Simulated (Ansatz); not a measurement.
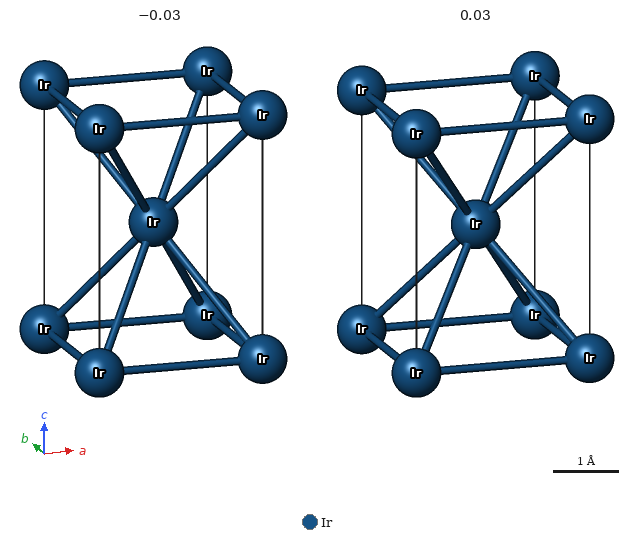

Solid Ir (set up in Fm-3m), under uniaxial strain along a (b, c relaxed, atoms fixed by symmetry), with energies (extrapolated to zero smearing) counted from the relaxed crystal, which is the row at zero; the cubic crystal is set up in a tetragonal cell with a = a(cubic)/√2 and c = a(cubic). The picture shows the first and the last member. The picture is a ball-and-stick view of the cell of the calculation, seen slightly off an axis.

Computed with Ansatz 0.2.0: DFT PBE, scalar-relativistic, plane waves, PAW. Set-up: plane-wave cutoff 420 eV; k-point mesh 18 × 18 × 14; occupations gaussian; smearing width 0.1 eV; no spin polarisation; force threshold 0.008 eV/Å.

| strain | energy (meV/atom) | a (Å) | b (Å) | c (Å) |
| --- | --- | --- | --- | --- |
| −0.03 | 26.03 | 2.655 | 2.746 | 3.912 |
| −0.02 | 11.05 | 2.682 | 2.743 | 3.898 |
| −0.01 | 2.60 | 2.710 | 2.740 | 3.884 |
| 0.0 | 0.00 | 2.737 | 2.737 | 3.871 |
| 0.01 | ? | ? | ? | ? |
| 0.02 | 9.69 | 2.792 | 2.731 | 3.844 |
| 0.03 | 20.75 | 2.819 | 2.728 | 3.831 |

Q: Estimate the missing row from the others, and compare with the calculation.

A: A parabola through three neighbouring rows (0.0, 0.02, 0.03) gives, with Lagrange weights, (0.3333)(0.00) + (1.0000)(9.69) + (−0.3333)(20.75) = 2.77 meV/atom. The calculation gives 2.58 meV/atom (a = 2.764 Å, b = 2.734 Å, c = 3.858 Å). The estimate is 0.19 meV/atom too high. From the first member to the last: Ir–Ir 2.655 → 2.819 Å, Ir–Ir 2.746 → 2.728 Å, Ir–Ir 2.734 → 2.741 Å.

The whole series:

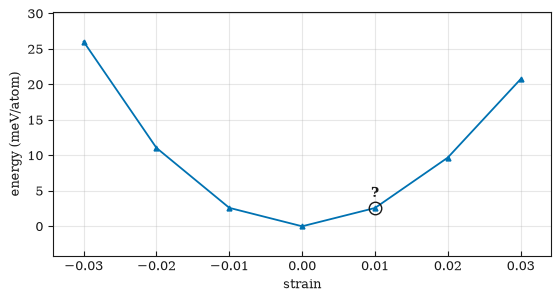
